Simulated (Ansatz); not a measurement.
# A defect in a wire: armchair SiC nanoribbon (N = 5, H edges), Stone-Wales bond rotation, part 2 of 4

What does the defect do to the conductance?

Ansatz 0.2.0; DFT PBE, plane waves, PAW; relaxation of a wire's period (the session's first sound run).

So far. Step 2 (Relaxing the period): The cell's length comes to 5.403 Å with spin left out.

## Step 3: Bands of the perfect wire

This step: DFT PBE, plane waves, PAW; channels and complex bands of a perfect wire (Ansatz 0.2.0).

At the relaxed period the Bloch states of the perfect wire are found at each energy: those that move forward count the open channels, and those that decay describe how a disturbance dies away inside the wire itself. An energy step of 0.035 eV is under the 0.039 eV that the program asks for its thermal average at 300 K.

Contents of input.yaml:

```yaml
crystal:
  lattice:
    - [15.66, 0.0, 0.0]
    - [0.0, 7.0, 0.0]
    - [0.0, 0.0, 5.4028416522]
  atoms:
    - { symbol: Si, position: [0.305839606, 0.5, 0.007676056] }
    - { symbol: Si, position: [0.500008111, 0.5, 0.000966042] }
    - { symbol: Si, position: [0.694176616, 0.5, 0.007676056] }
    - { symbol: C, position: [0.303635706, 0.5, 0.330669961] }
    - { symbol: C, position: [0.500008111, 0.5, 0.332718261] }
    - { symbol: C, position: [0.696380516, 0.5, 0.330669961] }
    - { symbol: H, position: [0.242224268, 0.5, 0.425996358] }
    - { symbol: H, position: [0.757791954, 0.5, 0.425996358] }
    - { symbol: Si, position: [0.400863003, 0.5, 0.499695736] }
    - { symbol: Si, position: [0.599153219, 0.5, 0.499695736] }
    - { symbol: C, position: [0.401598366, 0.5, 0.831961249] }
    - { symbol: C, position: [0.598417856, 0.5, 0.831961249] }
    - { symbol: H, position: [0.223021076, 0.5, 0.8712367] }
    - { symbol: H, position: [0.776995146, 0.5, 0.8712367] }
kpoints:
  mp_grid: { grid: [1, 1, 15] }
scf:
  occupations: { method: fermi_dirac, width: 0.05 }
hamiltonian:
  xc: pbe
output:
  transmission:
    e_range: [-1.26, 1.26]
    de: 0.035
    kmesh: [1, 1]
    reduced_basis: true
    leads: [[0, 0]]
basis:
  ecutwfc: "350 eV"
```

On the command line:

```console
> ansatz run input.yaml --threads 4 --pin off --max-ram 16384MiB --backend cpu --events-out ev --progress --plain --runs-dir out
```

Numbers of over 12 decimals in the logs are rounded to 6 here.

The log of the run:

```text
Warning: basis.ecutwfc = 350 eV is below the records' recommended 420 eV, and the density's cutoff is lower with it unless basis.ecutrho_ratio is high enough to keep the records' density cutoff: compare with a run at a higher cutoff
[...]
Crystal: 14 atoms, lattice volume = 592.260 Å³
Basis set: ecut = 350 eV, 8787 PW (Γ)
Bands: 36, of which v1, the nominal top of the filled ones, is band 22 counted from 1 (21 counted from 0)
Symmetry: 4 space group operations
[...]
k-points: 8 of 15 (time reversal used)
[...]
SCF iter   1: F=—  HF=-4493.010511 eV  |F-HF|=—  |Δ(HF+E_count)|=         —  Δρ=2.15e-3  dr2=3.64e-2  ethr=1.77e-3  ⟨swp⟩=9.0  Hψ=1789  notcnv=0  defer=9
[...]
SCF iter   8: F=-4493.026680 eV  HF=-4493.026680 eV  |F-HF|=1.07e-8  |Δ(HF+E_count)|=   1.52e-7  Δρ=1.75e-6  dr2=1.69e-8  ethr=2.27e-10  ⟨swp⟩=13.4  Hψ=1442  notcnv=0
SCF 1 converged in 8 iterations: F = -4493.026680 eV  dr2 = 1.69e-8
[...]
transmission: 7 of 42 steps passed
transmission: 14 of 42 steps passed
[...]
transmission: 42 of 42 steps passed
Second SCF, for the conductance: iteration 1, dr2 3.819e-8 eV
Second SCF, for the conductance: iteration 2, dr2 9.496e-9 eV
Second SCF, for the conductance: iteration 3, dr2 1.905e-9 eV
transmission: 7 of 42 steps passed
transmission: 14 of 42 steps passed
[...]
transmission: 42 of 42 steps passed
SCF converged after 8 iterations
Free energy (F): -4493.026680 eV
[...]
Internal energy: -4493.026680 eV  (E = F + TS)
E sigma→0 (E₀):  -4493.026680 eV
Fermi energy:    -1.041663 eV
[...]
--- Band table (eV; the first three rows and the last of 8) ---
  k-point 0: bands = [... 18 lower, -4.0571, -3.0455, -2.6456, -2.1349, 0.0607, 0.2618, 0.8669, 1.0758, ... 10 higher]
  k-point 1: bands = [... 18 lower, -4.0881, -3.0423, -2.7201, -2.1856, 0.0982, 0.3544, 0.8854, 1.0421, ... 10 higher]
  k-point 2: bands = [... 18 lower, -4.1860, -3.0562, -2.8930, -2.3263, 0.2014, 0.5881, 0.9429, 0.9655, ... 10 higher]
  k-point 7: bands = [... 18 lower, -4.4426, -3.8317, -3.4581, -2.8389, 0.2859, 1.0838, 1.7310, 1.7586, ... 10 higher]
--- Transmission ---
  basis      : 799 plane waves across, 7 finite elements along
  points     : 1, standing for a mesh of 1 x 1
  filling    : by a second SCF (3 iterations) under fermi_dirac of width 0.025852 eV on a mesh of 1 x 1 x 19, whose Fermi level is -1.039093 eV
  energies   : 73 from -1.260000 to 1.260000 eV about the Fermi level, 0.035000 eV apart; the leads are filled to 0.000000 eV, and channels, transmission and decay are at 0.000000 eV
  crystal 0  : C5H4Si5, at the sites [0, 0], period 5.4028 Å: whole cells are its period
    offset         : up to 0.0000 Å between an atom of the period and one for which it stands
    filled         : 3.8 meV over the level at which it is neutral
    channels       : 0.000000e0 a spin
    conductance    : none, the energies end too early or step too widely for 300 K: set another output.transmission.e_range or a lower de, or, where they end at an eighth of basis.ecutwfc, a higher one
    slowest decay  : 0.2155 /Å at (0.0000, 0.0000)
```

Elapsed: 3.4 min, on 4 threads of Arm Neoverse V2, shared host; peak memory 1.4 GiB.

This step gave:

| Quantity | Value |
| --- | --- |
| channels at the energy nearest the Fermi level, one spin | 0 |
| slowest decay in the lead at the energy nearest the Fermi level | 0.2155 Å⁻¹ |
| band gap | 2.196 eV |

Open channels of the lead, one spin against energy, zero at the Fermi level:

```
energy (eV)  open channels of the lead, one spin
     -1.190                                    1
     -1.015                                    0
     -0.805                                    0
     -0.595                                    0
     -0.385                                    0
     -0.210                                    0
      0.000                                    0
      0.210                                    0
      0.385                                    0
      0.595                                    0
      0.805                                    0
      1.015                                    0
      1.190                                    1
```

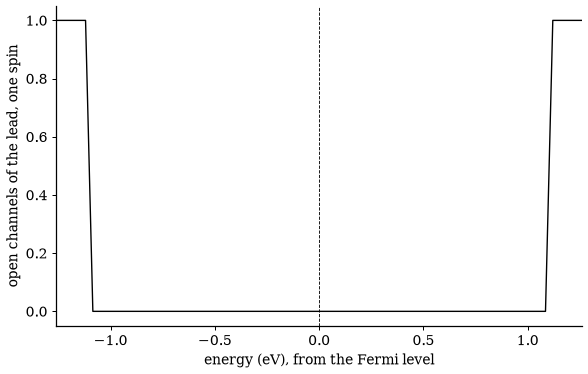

Open channels of the lead, one spin against energy.

The slowest values at each energy, most degenerate partners merged, listed up to 1.5 1/Å. Im kz of the slowest decaying states against energy, zero at the Fermi level:

| energy (eV) | decay 1 (Å⁻¹) | decay 2 (Å⁻¹) | decay 3 (Å⁻¹) | decay 4 (Å⁻¹) |
| --- | --- | --- | --- | --- |
| -1.2600 | 0.150 | 0.371 | 0.378 | 0.403 |
| -1.0150 | 0.0984 | 0.183 | 0.373 | 0.382 |
| -0.7350 | 0.189 | 0.205 | 0.373 | 0.383 |
| -0.4900 | 0.215 | 0.229 | 0.371 | 0.383 |
| -0.2450 | 0.218 | 0.253 | 0.368 | 0.381 |
| 0.0000 | 0.216 | 0.264 | 0.363 | 0.377 |
| 0.2450 | 0.207 | 0.262 | 0.356 | 0.372 |
| 0.4900 | 0.192 | 0.247 | 0.348 | 0.354 |
| 0.7350 | 0.169 | 0.210 | 0.309 | 0.337 |
| 1.0150 | 0.112 | 0.126 | 0.233 | 0.323 |
| 1.2600 | 0.0493 | 0.105 | 0.307 | 0.328 |

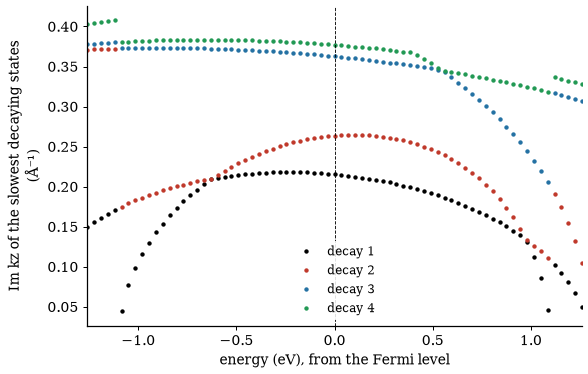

Im kz of the slowest decaying states against energy.

By hand: a barrier of this wire, of length L, would pass T ∝ exp(−2κL) at this energy; with κ = 0.215 Å⁻¹ one decade takes ln 10 / (2κ) = 5.34 Å.

At the computed energy nearest the Fermi level there are 0 channels a spin; the gap is 2.20 eV.

[end of part 2 of 4]

[Logs are printed without paths, hosts, clocks, repeated set-up lines and the standing remarks that a program may print on its own settings, such as how far it seeks lower states.]

[Hosts, paths, dates, database ids (printed as entryN), source tags and the programs' standing remarks are cut or masked in the printed files.]
